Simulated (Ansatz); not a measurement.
## Run report: W14Se27 (charge +1), geometry relaxation (part 2 of 4)

Continued. System: W14Se27 (defect cell, 41 atoms in the cell, total charge +1). Method: DFT PBE+D3(BJ), scalar-relativistic, plane waves, PAW, spin-polarised (Ansatz 0.2.0); cutoff 420 eV, 2×2×2 k-mesh, Gaussian smearing of 0.01 eV, collinear spins. The structure derives from a Materials Project entry. It belongs to a series of runs on one base structure; here: Se vacancy (site f), charge +1, atoms relaxed at the host's cell.

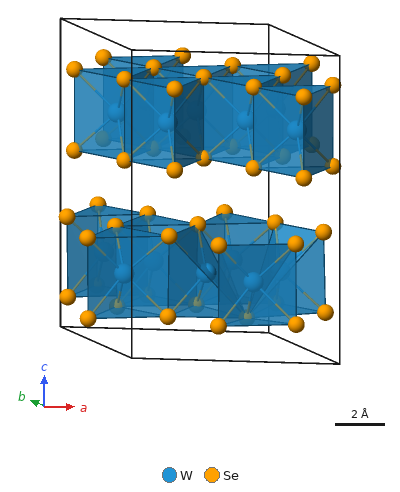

**Figure 1.** The geometry at step 3 of the log (polyhedral view of the cell of the calculation, seen slightly off an axis; polyhedra are completed across the faces of the cell).

### Log, continued
```
SCF iter   1: F=—  HF=-293104.345361 eV  |F-HF|=—  |Δ(HF+E_count)|=         —  Δρ=1.50e-3 (↑1.49e-3 ↓1.50e-3)  dr2=1.00e-1  dr2_m=3.43e-4  M=0.207 μB ∫|m|=0.224 μB  β_m=0.65  ethr=1.59e-4  ⟨swp⟩=4.0  Hψ=5112  notcnv=0  defer=464
preconditioner: auto → Resta (q_TF=auto, 2.602 Å⁻¹)  ε∞=6.5  [insulator: Δε(μ)=0.013 eV  Ē_g=8.593 eV  σ=0.010 eV  W_gap=0.55  n_scr=262 (ndim 8)  ℏωp=20.1 eV  f_vac=0.046  D(μ)=26.41/eV (n_scr^D=182)  ε∞_Penn≈6.5]
spin=Collinear: Resta preconditioning applied to the charge; magnetization (m = ρ↑ − ρ↓) channel mixes plain (no charge-response kernel on spin).
SCF iter   2: F=—  HF=-293104.340219 eV  |F-HF|=—  |Δ(HF+E_count)|=   5.14e-3  Δρ=6.15e-4 (↑6.15e-4 ↓6.09e-4)  dr2=2.01e-2  dr2_m=5.59e-5  M=0.207 μB ∫|m|=0.222 μB  β_m=0.49  ethr=1.60e-5  ⟨swp⟩=2.0  Hψ=3518  notcnv=0  defer=464
SCF iter   3: F=—  HF=-293104.338866 eV  |F-HF|=—  |Δ(HF+E_count)|=   1.35e-3  Δρ=4.14e-4 (↑4.14e-4 ↓4.14e-4)  dr2=3.44e-3  dr2_m=2.23e-5  M=0.206 μB ∫|m|=0.221 μB  β_m=0.64  ethr=3.21e-6  ⟨swp⟩=2.0  Hψ=3334  notcnv=0  defer=464
SCF iter   4: F=—  HF=-293104.339130 eV  |F-HF|=—  |Δ(HF+E_count)|=   2.64e-4  Δρ=2.12e-4 (↑2.11e-4 ↓2.12e-4)  dr2=2.23e-3  dr2_m=3.90e-6  M=0.206 μB ∫|m|=0.220 μB  β_m=0.52  ethr=5.48e-7  ⟨swp⟩=2.0  Hψ=4128  notcnv=0  defer=464
SCF iter   5: F=—  HF=-293104.338980 eV  |F-HF|=—  |Δ(HF+E_count)|=   1.50e-4  Δρ=4.79e-5 (↑4.79e-5 ↓4.79e-5)  dr2=8.57e-5  dr2_m=3.85e-8  M=0.205 μB ∫|m|=0.219 μB  β_m=0.64  ethr=3.55e-7  ⟨swp⟩=2.0  Hψ=3052  notcnv=0  defer=464
SCF iter   6: F=—  HF=-293104.339004 eV  |F-HF|=—  |Δ(HF+E_count)|=   2.40e-5  Δρ=1.89e-5 (↑1.89e-5 ↓1.86e-5)  dr2=2.28e-5  dr2_m=1.21e-8  M=0.205 μB ∫|m|=0.219 μB  β_m=0.73  ethr=1.37e-8  ⟨swp⟩=2.0  Hψ=3772  notcnv=0  defer=464
SCF iter   7: F=—  HF=-293104.339010 eV  |F-HF|=—  |Δ(HF+E_count)|=   6.18e-6  Δρ=7.97e-6 (↑7.97e-6 ↓7.93e-6)  dr2=5.98e-6  dr2_m=2.94e-9  M=0.204 μB ∫|m|=0.218 μB  β_m=0.70  ethr=3.63e-9  ⟨swp⟩=2.0  Hψ=3904  notcnv=0  defer=464
SCF iter   8: F=—  HF=-293104.339011 eV  |F-HF|=—  |Δ(HF+E_count)|=   8.92e-7  Δρ=4.34e-6 (↑4.20e-6 ↓4.34e-6)  dr2=1.36e-6  dr2_m=3.00e-9  M=0.204 μB ∫|m|=0.218 μB  β_m=0.78  ethr=9.53e-10  ⟨swp⟩=2.0  Hψ=3768  notcnv=0  defer=464
SCF iter   9: F=—  HF=-293104.339012 eV  |F-HF|=—  |Δ(HF+E_count)|=   1.36e-6  Δρ=2.41e-6 (↑2.34e-6 ↓2.41e-6)  dr2=5.59e-7  dr2_m=9.37e-10  M=0.204 μB ∫|m|=0.218 μB  β_m=0.89  ethr=2.17e-10  ⟨swp⟩=2.0  Hψ=3877  notcnv=0  defer=464
SCF iter  10: F=—  HF=-293104.339012 eV  |F-HF|=—  |Δ(HF+E_count)|=   4.03e-7  Δρ=1.95e-6 (↑1.91e-6 ↓1.95e-6)  dr2=4.15e-7  dr2_m=4.26e-10  M=0.204 μB ∫|m|=0.218 μB  β_m=0.85  ethr=8.92e-11  ⟨swp⟩=2.0  Hψ=4274  notcnv=0  defer=464
SCF iter  11: F=—  HF=-293104.339012 eV  |F-HF|=—  |Δ(HF+E_count)|=   5.34e-8  Δρ=1.12e-6 (↑1.11e-6 ↓1.12e-6)  dr2=1.38e-7  dr2_m=1.12e-10  M=0.204 μB ∫|m|=0.218 μB  β_m=0.73  ethr=6.62e-11  ⟨swp⟩=2.0  Hψ=3874  notcnv=0  defer=464
SCF iter  12: F=—  HF=-293104.339012 eV  |F-HF|=—  |Δ(HF+E_count)|=   4.85e-8  Δρ=5.40e-7 (↑5.15e-7 ↓5.40e-7)  dr2=2.98e-8  dr2_m=6.78e-11  M=0.204 μB ∫|m|=0.218 μB  β_m=0.81  ethr=2.21e-11  ⟨swp⟩=2.0  Hψ=3516  notcnv=0  defer=464
SCF iter  13: F=—  HF=-293104.339013 eV  |F-HF|=—  |Δ(HF+E_count)|=   4.53e-8  Δρ=1.02e-6 (↑1.02e-6 ↓1.01e-6)  dr2=1.38e-7  dr2_m=5.86e-11  M=0.204 μB ∫|m|=0.218 μB  β_m=0.67  ethr=4.76e-12  ⟨swp⟩=2.0  Hψ=4246  notcnv=0  defer=464
SCF iter  14: F=-293104.339012 eV  HF=-293104.339013 eV  |F-HF|=2.86e-8  |Δ(HF+E_count)|=   1.11e-8  Δρ=4.94e-7 (↑4.87e-7 ↓4.94e-7)  dr2=3.08e-8  dr2_m=3.70e-11  M=0.204 μB ∫|m|=0.218 μB  ethr=4.76e-12  ⟨swp⟩=12.8  Hψ=18896  notcnv=0
SCF 3 converged in 14 iterations: F = -293104.339012 eV  dr2 = 3.08e-8
relax step   3: F+E_penalty+E_count = -293104.33901249 eV  Δ(F+E_penalty+E_count) = -2.882e-3 eV  max|allowed force component| = 1.449e-2 eV/Å  Δτ_max = 0.0111 Å  (14 SCF iters, accepted)
```

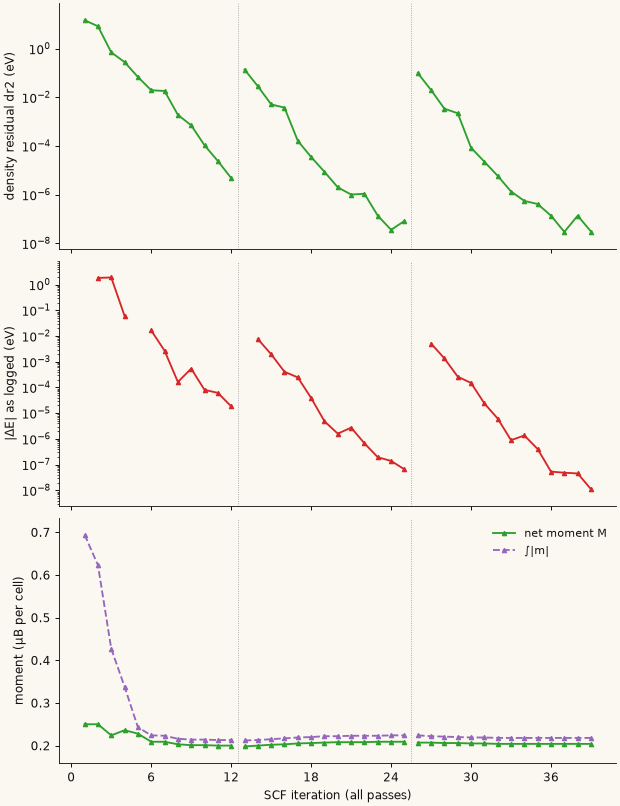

**Figure 2.** Convergence of the self-consistent field: density residual dr2, size of the energy change and magnetic moment against the SCF iteration. The dotted lines part the SCF passes of the relaxation: geometry steps, rejected trials and re-solves on a re-selected basis. The passes take 12, 13 and 14 iterations. The net moment stays at 0.2 μB per cell.

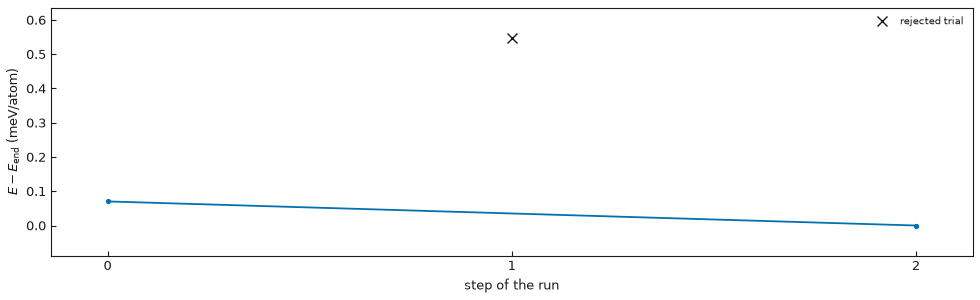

**Figure 3.** Progress of the relaxation, step by step (the first geometry is step 0 here and step 1 in the log). Se39 moves most: 0.011 Å. Largest moves by element: Se 0.011 Å, W 0.008 Å. The lattice vectors keep their values. After 2 geometry steps the energy has fallen by 0.1 meV per atom. The largest force component goes from 0.071 to 0.014 eV/Å. The line search rejected the trial step at point 1 (counted from 0) and went back. (Atoms are counted from 1 in the order of the input.)

```
SCF converged after 14 iterations
Magnetization: 0.2039 μB (313.6019 up, 313.3981 down)
Absolute magnetization: 0.2170 μB (∫|ρ↑−ρ↓|, with the PAW one-centre terms)
Spin contamination: 0.0000 ħ² per cell (⟨S²⟩ above its minimum at these occupations)
Per-site moments (μB) at R_I (Å): [(0.004726367695185444, 1.0340458883547128), (0.00472636769518552, 1.0340458883547132), (0.006346420223679202, 1.038826466488867), (0.006346420223679266, 1.038826466488867), (0.017124575912197376, 1.0475154334250187), (0.004726367695185298, 1.0340458883547123), (0.006346420223679607, 1.0388264664888673), (0.0060816684732769525, 1.0441301627808535), (0.00633015412188434, 1.0448269582818268), (0.00633015412188444, 1.044826958281827), (0.009399771865468415, 1.0443341176670091), (0.009399771865468597, 1.0443341176670087), (0.009399771865468896, 1.0443341176670093), (0.006330154121884276, 1.0448269582818268), (0.0016864758950395102, 1.0388264664888673), (0.0016864758950392925, 1.038826466488867), (0.0008530967742789254, 1.041313889300869), (0.0008530967742791804, 1.0413138893008695), (0.0008530967742789513, 1.0413138893008698), (0.0016864758950394377, 1.038826466488867), (0.0010822249970001917, 1.0441301627808537), (0.0010822249969998198, 1.0441301627808541), (0.0008288741956398202, 1.045013906483182), (0.0008288741956398057, 1.0450139064831823), (0.0002105821011372859, 1.0451661539626385), (0.0010822249969998177, 1.0441301627808535), (0.0008288741956396658, 1.045013906483182), (0.002253130473181697, 1.0340458883547123), (0.0002415634340465221, 1.0426236177392911), (0.00024156343404623128, 1.0426236177392918), (0.0001336646144909996, 1.0427187339666568), (0.0001336646144911846, 1.0427187339666564), (0.00013366461449107773, 1.0427187339666566), (0.00024156343404640944, 1.0426236177392916), (0.0011731934702585622, 1.0445731697202867), (0.001173193470258621, 1.0445731697202871), (0.0011144931667526811, 1.0450606432692657), (0.0011144931667527, 1.045060643269266), (0.00017335936655837986, 1.0457075464561019), (0.001173193470258558, 1.0445731697202871), (0.0011144931667526358, 1.0450606432692657)]
Free energy (F): -293104.339012 eV
Harris-Foulkes:  -293104.339013 eV  (|F-HF|=2.86e-8)
Internal energy: -293104.337669 eV  (E = F + TS)
E sigma→0 (E₀):  -293104.338341 eV
Entropy (-TS):   -0.001343 eV (-0.033 meV/atom)
Fermi energy:    12.464039 eV
--- Per-component energies (eV) ---
  E_band       = -11496.864565
  E_kinetic    = 9507.979011
  E_local      = -77812.124925  (includes V_loc(G=0)·N_el)
  E_nonlocal   = -16061.167254
  E_hartree    = 37359.730148
  E_xc         = -6551.894305
  E_vxc        = -5996.946414  (∫ρ·V_xc dr)
  E_paw        = -171487.875059  (= ΣΔE_a)
  E_vpaw       = 4145.951192  (= ΣTr[D̂ρ^β])
  E_aug_tail   = -0.016931  (compensation charges beyond the density's cutoff)
  E_ewald      = -68039.925057
  E_disp       = -19.043297  (pairwise vdW)
  E_smearing   = -0.001343  (= −TS)
  E_closure    = 0.000000  (closes the sum)
  E_deformation_potential = 18.913661  (in the stress; not in F)
  Σ components = -293104.339012   (vs F -293104.339012, Δ=0.00e0)
--- Forces (eV/Å), atoms counted from 1 ---
  atom   1  W      0.00786469    -0.00567408    -0.00033575
  atom   2  W      0.00098155     0.00964806    -0.00033575
  atom   3  W     -0.01119876     0.00904758     0.00238752
  atom   4  W     -0.00223605    -0.01422220     0.00238752
  atom   5  W      0.00000000     0.00000000     0.01289597
  atom   6  W     -0.00884624    -0.00397399    -0.00033575
  atom   7  W      0.01343481     0.00517462     0.00238752
  atom   8  W      0.00000000     0.00000000     0.00129321
  atom   9  W     -0.00486499     0.00479860     0.00684137
  atom  10  W     -0.00172322    -0.00661250     0.00684137
  atom  11  W      0.00116041    -0.01449431     0.00658629
  atom  12  W     -0.01313265     0.00624221     0.00658629
  atom  13  W      0.01197224     0.00825210     0.00658629
  atom  14  W      0.00658820     0.00181390     0.00684137
  atom  15  Se    -0.00786755    -0.00913568    -0.00297920
  atom  16  Se     0.01184551    -0.00224566    -0.00297920
  atom  17  Se     0.00144662     0.00698827    -0.00181747
  atom  18  Se     0.00532871    -0.00474695    -0.00181747
  atom  19  Se    -0.00677533    -0.00224132    -0.00181747
  atom  20  Se    -0.00397796     0.01138134    -0.00297920
  atom  21  Se     0.00382322    -0.00729233    -0.00851253
  atom  22  Se     0.00440374     0.00695717    -0.00851253
  atom  23  Se     0.00754793     0.00276793    -0.00774650
  atom  24  Se    -0.00617106     0.00515273    -0.00774650
  atom  25  Se     0.00000000     0.00000000     0.00222230
  atom  26  Se    -0.00822695     0.00033516    -0.00851253
  atom  27  Se    -0.00137686    -0.00792066    -0.00774650
  atom  28  Se     0.00000000    -0.00000000    -0.00080891
  atom  29  Se     0.00120232    -0.00830688     0.00338802
  atom  30  Se     0.00659281     0.00519468     0.00338802
  atom  31  Se     0.00152537     0.00544661    -0.00334657
  atom  32  Se     0.00395422    -0.00404431    -0.00334657
  atom  33  Se    -0.00547958    -0.00140229    -0.00334657
  atom  34  Se    -0.00779513     0.00311220     0.00338802
  atom  35  Se     0.00112317    -0.00622605     0.00454740
  atom  36  Se     0.00483033     0.00408572     0.00454740
  atom  37  Se     0.00387303     0.00388556    -0.00203016
  atom  38  Se    -0.00530151     0.00141136    -0.00203016
  atom  39  Se     0.00000000     0.00000000    -0.00659109
  atom  40  Se    -0.00595350     0.00214033     0.00454740
  atom  41  Se     0.00142848    -0.00529693    -0.00203016
  max |Σ_I F_I| component: 4.13e-5 eV/Å
--- Charged-cell corrections in eV (Makov–Payne, q = +1.000 e, ε = [15.759, 15.759, 8.222]) ---
  F (periodic)     = -293104.339012  (uncorrected; the corrections below are reported, never added to it)
  E_corr1          = +0.127214  (monopole, q²α_M/2ε̄L, of the cell on which ε is isotropic)
  F Makov-Payne    = -293104.211798  (F + E_corr1; no measured alignment; for a localised charge, not one spread in a band: unchecked)
  no potential alignment in this run, which stands beside a crystal: run the host's input off ansatz write-host-input, and read the two finished runs by ansatz place-levels (neither reads a slab, a wire or a sheet, whose cell leaves a vacuum)
--- Band table (eV; the first three rows and the last of 8) ---
  k-point 0 ↑: bands = ["-61.4017", "-61.3971", "-61.3971", "-61.3859", "-61.3774", "-61.3774", "-61.3417", "-61.3224", "-61.3154", "-61.3154", ... 167 levels left out ..., "-25.5697", "-25.5697", "-25.5621", "-25.5621", "-25.5418", "-25.5352", "-25.5352", "-25.5334", "-25.5334", "-25.5310", "-25.4789", "-25.4789", "-25.4660", "-25.4660", "-2.3219", "-2.0127", "-1.1830", "-0.6962", "-0.6958", "-0.6958", "-0.6538", "-0.6538", "-0.6258", "-0.5635", "-0.4457", "-0.4457", "-0.4330", "-0.4330", "-0.4217",
      "-0.3369", "-0.2924", "-0.2924", "-0.2282", "-0.2282", "-0.1903", "-0.0721", "-0.0193", "-0.0193", "0.0169", "0.0169", "0.0516", "5.7904", "6.7681", "6.9239", "6.9298", "6.9298", "7.0001", "7.0001", "7.0470", "7.1386", "7.1926", "7.2112", "7.2112", "7.3406", "7.3406", "7.7238", "7.8731", "7.8783", "7.8783", "7.9360", "7.9360", "7.9541", "7.9541", "7.9815", "7.9815", "7.9869", "7.9990", "8.0509", "8.0509",
      "8.0624", "8.2282", "8.4585", "8.4585", "8.7197", "8.7366", "8.7366", "8.7793", "8.7793", "8.8896", "9.0239", "9.0239", "9.0347", "9.1478", "9.1759", "9.1759", "9.5158", "9.5927", "9.5927", "9.6163", "9.7532", "9.8108", "9.8108", "10.0902", "10.1854", "10.1854", "10.2668", "10.2707", "10.2707", "10.3294", "10.3294", "10.3501", "10.3501", "10.3588", "10.4450", "10.4450", "10.4728", "10.7234", "10.7234", "10.7615",
      "10.7615", "10.8102", "10.8760", "10.9167", "10.9167", "11.0058", "11.0058", "11.1058", "11.2255", "11.2255", "11.4035", "11.4846", "11.4846", "11.7066", "11.7066", "11.7294", "11.8541", "11.9239", "11.9327", "11.9327", "11.9633", "11.9633", "11.9707", "12.0216", "12.0330", "12.0330", "12.3822", "12.9190", "13.8873", "13.8873", "14.1393", "14.1393", "14.2457", "14.3178", "14.3347", "14.3347", "14.8951", "15.0697", "15.0697", "15.0961",
      "15.0961", "15.1741", "15.1935", "15.2575", "15.2575", "15.2670", "15.3000", "15.3000", "15.3370", "15.3370", "15.3600", "15.3757", "15.3757", "15.4083", "15.4722", "15.4722", "15.5225", "15.5225", "15.5299", "15.5823", "15.6341", "15.6341", "15.6942", "15.6942", "15.8338", "15.8338", "16.1817", "16.1817", "16.2019", "16.2927", "16.2927", "16.3574", "16.4261", "16.4261", "16.5915", "16.5915", "16.6217", "16.9750", "17.3762", "17.4180",
      "17.4180", "17.6327", "17.6327", "17.6527", "18.1067", "18.1501", "18.3037", "18.3037", "18.3919", "18.5385", "18.5385"]
```
